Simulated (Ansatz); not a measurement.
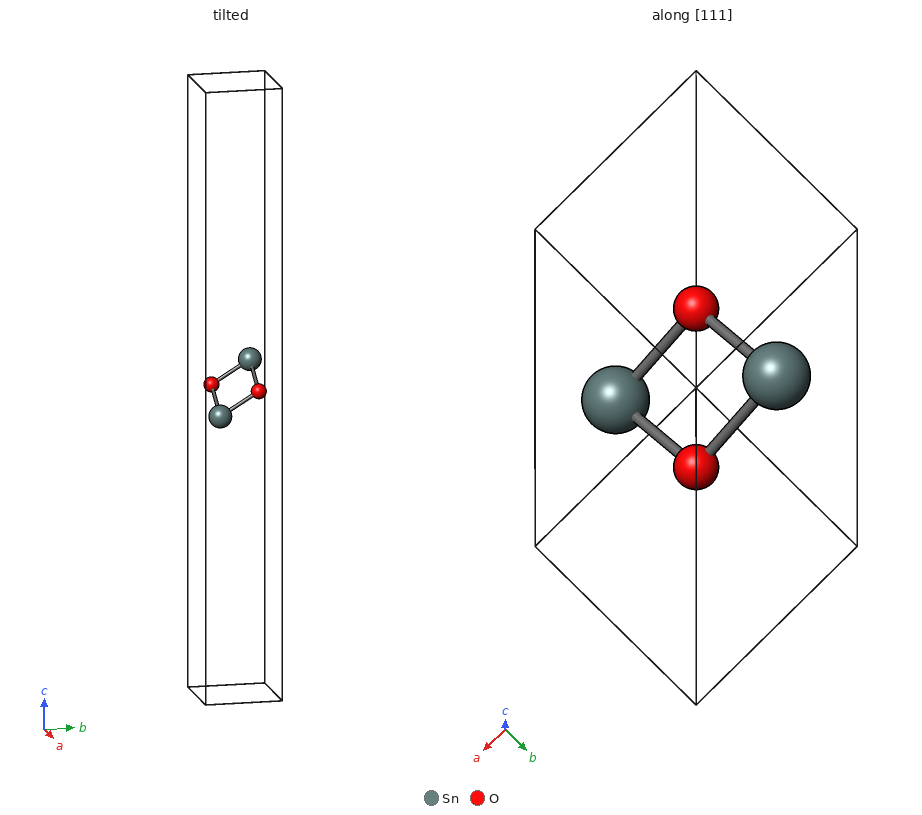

Ball-and-stick drawing of the structure, looking slightly off an axis and along [111]. The lines enclose the simulation cell; boundary atoms appear with their images.

Describe the crystal.

The stoichiometry is SnO. The cell comprises 2 formula units: 2 Sn, 2 O. The coordination shell of Sn holds four O. O is linked to four Sn in a distorted tetrahedral arrangement. The bonds build SnO layers parallel to (001).

The model was built from a structure listed in the Materials Project, from which a slab or single sheet was cut. Earlier steps of the study, as a rule a relaxation of our own, may have changed the cell and positions, so they can lie some per cent off the listed ones. It was the input of a calculation with Ansatz.
